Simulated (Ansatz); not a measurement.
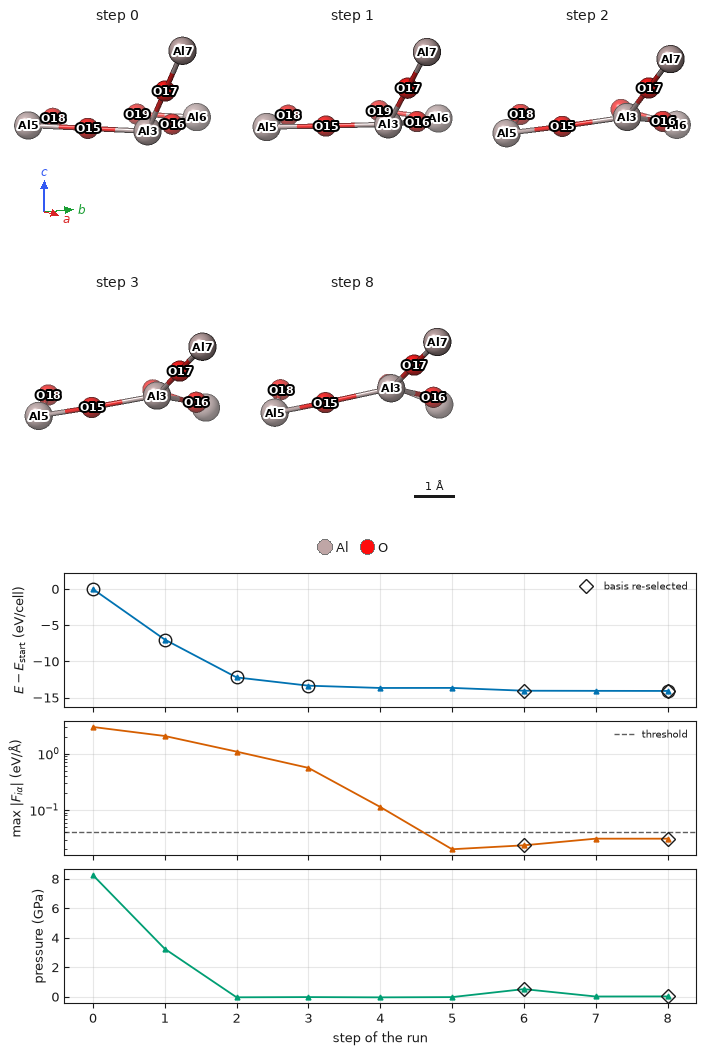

Frames of a relaxation of a crystal of Al₂O₃ (a generated structure, set up in I4_1/amd) (coarse preliminary run), marked on the history of the run. A ball-and-stick model of the atoms within 4.2 Å of the atom that moves most (axes of the conventional cell (2 times the calculation's cell)), seen slightly off an axis. Lengths and directions refer to the drawn axes.

Method: Ansatz, DFT PBE, scalar-relativistic, plane waves, PAW.

Input
```yaml
crystal:
  lattice:
    - [-6.85289838, 6.85289838, 4.56505117]
    - [6.85289838, -6.85289838, 4.56505117]
    - [6.85289838, 6.85289838, -4.56505117]
  atoms:
    - { symbol: Al, position: [0.83326842, 6.0e-08, 0.83326836] }
    - { symbol: Al, position: [0.1667317, 6.0e-08, 0.16673164] }
    - { symbol: Al, position: [0.75000006, 0.4167317, 0.66673164] }
    - { symbol: Al, position: [0.75000006, 0.08326842, 0.33326836] }
    - { symbol: Al, position: [0.5832683, 0.24999994, 0.33326836] }
    - { symbol: Al, position: [0.91673158, 0.24999994, 0.66673164] }
    - { symbol: Al, position: [0.99999994, 0.8332683, 0.83326836] }
    - { symbol: Al, position: [0.99999994, 0.16673158, 0.16673164] }
    - { symbol: O, position: [0.875, 0.125, 0.75] }
    - { symbol: O, position: [0.91663418, 0.91663418, 0.83326836] }
    - { symbol: O, position: [0.91663418, 0.08336582, 0.0] }
    - { symbol: O, position: [0.375, 0.125, 0.25] }
    - { symbol: O, position: [0.08336582, 0.91663418, 0.0] }
    - { symbol: O, position: [0.08336582, 0.08336582, 0.16673164] }
    - { symbol: O, position: [0.66663418, 0.33336582, 0.5] }
    - { symbol: O, position: [0.83336582, 0.33336582, 0.66673164] }
    - { symbol: O, position: [0.875, 0.625, 0.75] }
    - { symbol: O, position: [0.66663418, 0.16663418, 0.33326836] }
    - { symbol: O, position: [0.83336582, 0.16663418, 0.5] }
    - { symbol: O, position: [0.875, 0.125, 0.25] }
basis:
  ecutwfc: 420
kpoints:
  mp_grid: { grid: [2, 2, 2] }
hamiltonian:
  xc: pbe
scf:
  occupations: { method: gaussian, width: 0.1 }
  lower_state_search: "off"
output:
  forces: true
  stress: true
  eigenvalues: true
relax:
  adjacent_minimum: "off"
  f_tol: 0.04
  max_steps: 70
  cell: { stress_tol: 0.4 }
```

Run as
```bash
ansatz run input.yaml --threads 1 --pin off --max-ram 2560MiB --backend cpu --events-out ev --progress --plain --runs-dir out
```

> Describe the path.

The largest moves relative to the cell, 0.46 Å, are those of 8 atoms (Al1, Al2, Al3, Al4 and others). Al3 goes along [−1 0 2]. Largest moves by element: Al 0.46 Å, O 0.31 Å. The drawn cell changes as follows: a = b 13.706 → 14.942 Å (+9.0 %), c 9.130 → 9.044 Å (−0.9 %); the volume changes by +17.7 %. Some distances before and after: Al3–O15 1.616 → 1.696 Å, Al3–O17 1.614 → 1.681 Å. Among the angles between lasting bonds that change: Al3–O16–Al6 180.0° → 146.1°, O15–Al3–O16 90.0° → 119.5°. The space group stays I4_1/amd (No. 141). Over 6 accepted moves (8 points after the start) the energy falls by 14.066 eV per cell of the calculation. The largest force component goes from 3 to 0.031 eV/Å. The pressure goes from 8.26 to 0.03 GPa. At 2 points the geometry stayed and the basis and grid were re-selected for the new cell (energy shift of 0.390 eV per cell of the calculation at most each time). The run took 46 s on 1 thread of AMD EPYC 9R45 96-Core Processor (Zen 5), on a shared host, peak memory 1.1 GiB. From step 0 to 1: Al atoms move most (0.13 Å), volume +11.5 %, energy −6.971 eV per cell of the calculation. From step 1 to 2: Al atoms move most (0.20 Å), volume +8.3 %, energy −5.226 eV per cell of the calculation. From step 2 to 3: Al atoms move most (0.08 Å), volume −3.8 %, energy −1.141 eV per cell of the calculation. From step 3 to 8: O atoms move most (0.07 Å), volume +1.3 %, energy −0.728 eV per cell of the calculation.

```csv
step,"E − E(0), meV/atom","largest force component, eV/Å","pressure, GPa","volume, Å³/atom",note
0,0.00,2.9688,8.26,42.877,
1,-348.53,2.0548,3.26,47.823,
2,-609.83,1.0856,-0.03,51.815,
3,-666.86,0.5594,-0.02,49.824,
4,-682.71,0.1134,-0.04,49.175,
5,-682.26,0.0202,-0.02,49.840,
6,-701.74,0.0237,0.52,49.840,"same geometry, new basis"
7,-702.65,0.0311,0.02,50.481,
8,-703.28,0.0310,0.03,50.481,"same geometry, new basis"
```
